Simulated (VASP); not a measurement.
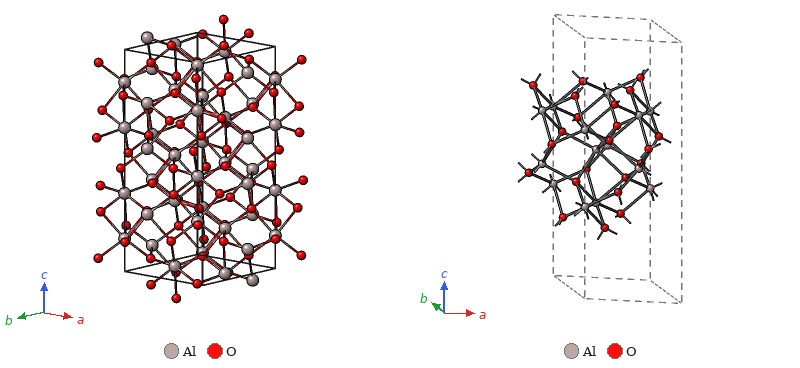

Left: the structure. Right: its underlying net. Nodes are coloured by element. Edges to nodes outside the piece are drawn as stubs.

The compound is Al2O3 (space group R-3c, No. 167), taken as the end point of a relaxation with VASP Kohn-Sham DFT of a periodic cell, optB86b-vdW, VASP PAW PBE potentials, recommended in VASP 6.6.1.

Bonds are taken as Al–O below 2.2 Å. Simplification: prune 0- and 1-connected atoms, fold 2-connected ones into links.

The result is a binodal (4,6)-connected, three-periodic net: O is a 4-connected node; Al is a 6-connected node, in the ratio 3:2. It is the cor net, known from corundum. It is a single net, without interpenetration.

```tsv
node	links	point symbol	coordination sequence
O	4	4³·6³	4 16 26 66 70 150 136 264
Al	6	4⁶·6⁹	6 13 39 46 105 101 204 178
```
